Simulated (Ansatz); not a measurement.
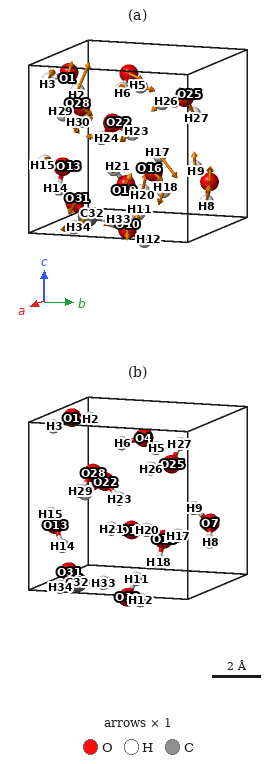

The structure of an amorphous cell of composition H$_{22}$CO$_{11}$ before (top) and after (bottom) a relaxation, at one scale. The orange arrows give the displacements, at their true length.

Style: ball-and-stick. Shown: the cell of the calculation, slightly off an axis.

The cell holds 10 H2O + 1 H2CO. The run prepares the start of a later molecular dynamics calculation, from a guessed geometry.

Level of theory: DFT PBE-D3(BJ), scalar-relativistic, plane waves, PAW in Ansatz 0.2.0. Settings: plane-wave cutoff 420 eV; k-point mesh 1 × 1 × 1; occupations fermi dirac; smearing width 0.05 eV; no spin polarisation; atoms relaxed in a fixed cell; force threshold 0.3 eV/Å; at most 15 steps.

Q: Describe what moved and what it gained.

A: The relaxation stopped without meeting its thresholds, so the last structure isn't shown to be converged. It used up its limit of 15 steps. After 14 geometry steps the energy has fallen by 209 meV per atom. Largest force component: 2.7 eV/Å at the start, 0.85 eV/Å at the end. The atom that moves furthest is H27 (1.46 Å along [2 −1 3]). Largest moves by element: H 1.46 Å, O 0.90 Å, C 0.65 Å. The cell stays as it was. Near-neighbour distances that change, for instance: O25–H27 0.969 → 1.014 Å, O22–H24 0.969 → 0.996 Å, O13–H14 0.969 → 0.990 Å, O10–H11 0.969 → 0.982 Å. Among the angles between lasting bonds that change: H11–O10–H12 104.0° → 106.7°, H14–O13–H15 104.0° → 101.4°, H29–O28–H30 104.0° → 106.1°.

Limits of the set-up: the program's low-accuracy preset was used; the periodic images lie only 7.1 Å apart, so the values are limited by the cell's size.
